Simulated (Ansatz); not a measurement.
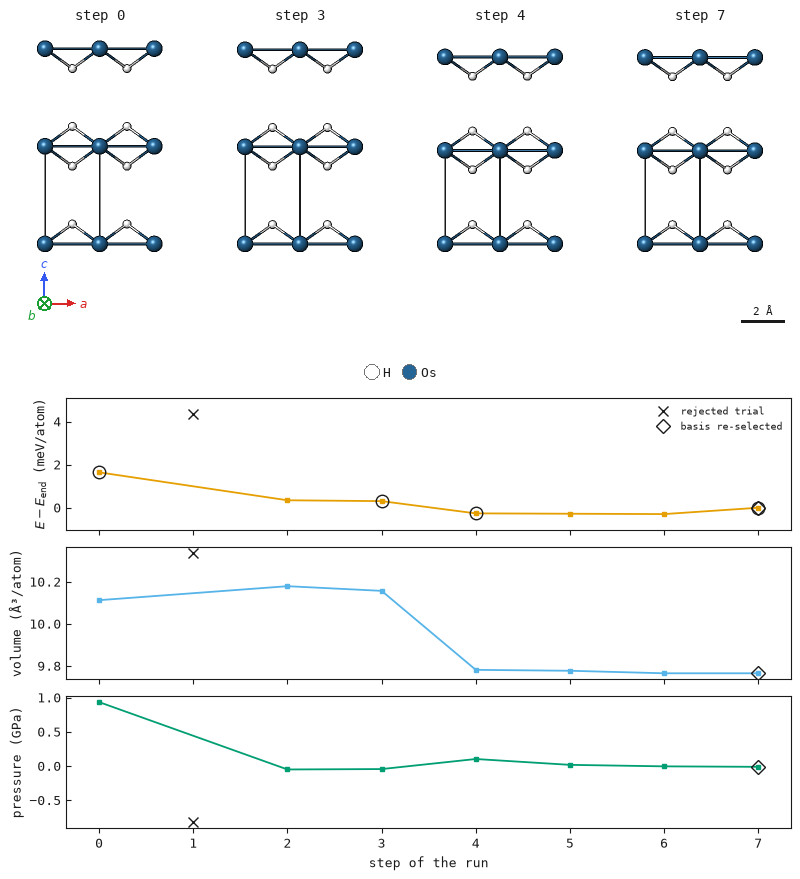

Frames of a relaxation of crystalline H2Os (a generated structure, set up in P4/mmm), marked on the history of the run. A ball-and-stick model of the cell of the calculation, repeated 2 × 1 × 2 with one cell outlined, seen along the b axis.

Computed with DFT PBE, scalar-relativistic, plane waves, PAW in Ansatz.

Input
```yaml
crystal:
  lattice:
    - [2.5699193385, 0.0, 0.0]
    - [0.0, 2.5699193385, 0.0]
    - [0.0, 0.0, 4.5936249678]
  atoms:
    - { symbol: H, position: [0.5, 0.5, 0.2037238514] }
    - { symbol: H, position: [0.5, 0.5, 0.7962761486] }
    - { symbol: Os, position: [0.0, 0.0, 0.0] }
basis:
  ecutwfc: 420
kpoints:
  mp_grid: { grid: [18, 18, 10] }
hamiltonian:
  xc: pbe
scf:
  occupations: { method: gaussian, width: 0.1 }
output:
  forces: true
  stress: true
  eigenvalues: true
relax:
  adjacent_minimum: "off"
  f_tol: 0.01
  max_steps: 80
  cell: { stress_tol: 0.05 }
```

Launched with:
```bash
ansatz run input.yaml --threads 1 --pin off --max-ram 2560MiB --backend cpu --events-out ev --progress --plain --runs-dir out
```

Q: Describe the path.

A: Over 5 accepted moves (7 points after the start) the energy falls by 1.6 meV per atom. Largest force component: 0.089 eV/Å at the start, 0.00034 eV/Å at the end. Pressure: 0.93 GPa at the start and −0.01 GPa at the end. The line search rejected the trial step at point 1 of the run. At 1 point the geometry stayed and the basis and grid were re-selected for the new cell (energy shift of 0.3 meV per atom at most each time). The largest moves relative to the cell, 0.012 Å, are those of H1 and H2. H2 goes along −c. Os stays in place. The drawn cell changes as follows: a = b 2.570 → 2.584 Å (+0.6 %), c 4.594 → 4.387 Å (−4.5 %); the volume changes by −3.4 %. Some distances before and after: Os3–Os3 2.570 → 2.584 Å, H1–Os3 2.044 → 2.040 Å. The space group stays P4/mmm (No. 123). The run took 51 s on 1 thread of Arm Neoverse V2, with other jobs on the host, peak memory 0.41 GiB. From step 0 to 3: H atoms move most (0.02 Å), volume +0.4 %, energy −1.3 meV per atom. From step 3 to 4: H atoms move most (0.03 Å), volume −3.7 %, energy −0.6 meV per atom. From step 4 to 7: volume −0.2 %, energy +0.3 meV per atom.
